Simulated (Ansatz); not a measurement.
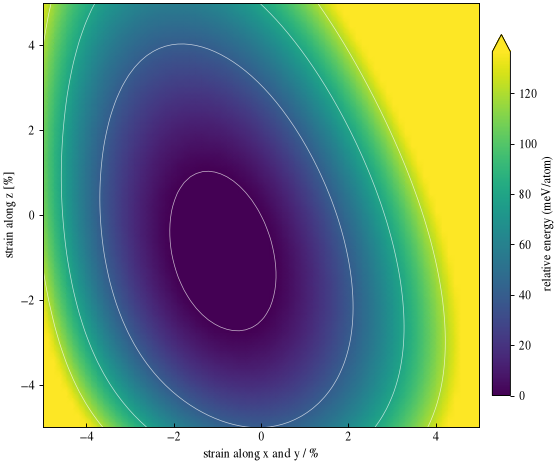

Energy landscape of WC (Fm-3m, No. 225; 2 atoms in the cell). The cell is strained homogeneously, by one strain along x and y and another along z, with fractional coordinates fixed (x, y and z along the cube axes). First axis: strain along x and y. Second axis: strain along z. Grid: 5 × 5 points. Points are written as (first, second). Energies: meV/atom, counted from the lowest grid point. The reference cell is the one listed in the database, not relaxed at this level. Method: DFT PBEsol, scalar-relativistic, plane waves, PAW (Ansatz). Settings: cutoff 420 eV, k-mesh 18×18×18, gaussian smearing 0.15 eV, no spin polarisation.

The picture shows a smooth colour map with a few white contour lines, one colour for all values above the top of the scale. Between grid points the surface is interpolated. 

> Where are the wells?

The lowest grid point is at (0.0 %, 0.0 %). The bottom of the well lies between grid points, at about (−0.9 %, −0.9 %), about 9 meV/atom lower on the interpolated surface. No other kind of well shows on this grid. The highest grid point, (5.0 %, 5.0 %), lies 321 meV/atom above the lowest. Round the minimum the valley is somewhat tilted: raising strain along x and y shifts the best value of strain along z downwards (coupling k₁₂/√(k₁₁k₂₂) about 0.3).
